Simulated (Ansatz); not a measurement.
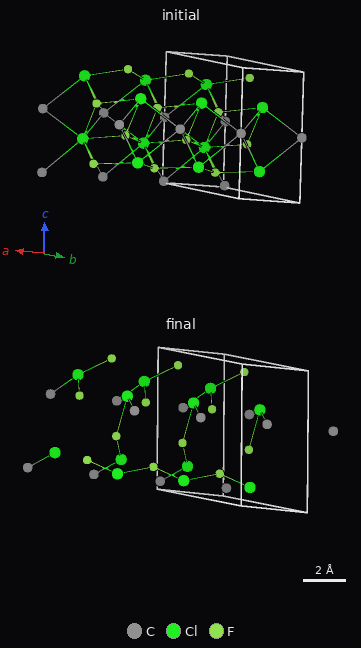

The structure of solid CCl$_{2}$F$_{2}$ (built on the CaSi2Ni2-139 type type) before (top) and after (bottom) a relaxation, at one scale.

The picture is a ball-and-stick view of the cell of the calculation, reduced to other axes, repeated 3 × 1 × 1 with one cell outlined, seen from a free direction. Lengths and directions refer to the drawn axes.

Case: shaken.

These are results of Ansatz 0.2.0, DFT, PBEsol, plane waves, PAW, not measurements. Set-up: plane-wave cutoff 420 eV; k-point mesh 8 × 8 × 8; occupations fermi dirac; smearing width 0.05 eV; no spin polarisation; cell and atoms relaxed; force threshold 0.01 eV/Å; at most 120 steps.

Question: Describe what moved and what it gained.

Answer: The run was cut off at its time limit before the relaxation converged, so the last structure is only a point on the way. The atom that moves furthest relative to the cell is a C atom (1.49 Å roughly along [−3 0 1]). Largest moves by element: C 1.49 Å, Cl 1.16 Å, F 1.07 Å. The volume changes by +23.8 %, with a 3.215 → 3.487 Å (+8.4 %), b 6.370 → 6.770 Å (+6.3 %), c 6.468 → 6.970 Å (+7.8 %), α 104.4° → 103.6°, β 91.8° → 88.3°, γ 103.5° → 105.9°. Near-neighbour distances that change, for instance: C–Cl 2.661 → 5.207 Å, C–Cl 2.647 → 5.011 Å, C–Cl 2.491 → 3.719 Å, Cl–F 2.415 → 3.425 Å. The space group stays P1 (No. 1). Over 18 geometry steps the energy falls by 849 meV per atom. Largest force component: 1.2 eV/Å at the start, 0.59 eV/Å at the end. The pressure goes from 1.35 to −0.51 GPa.
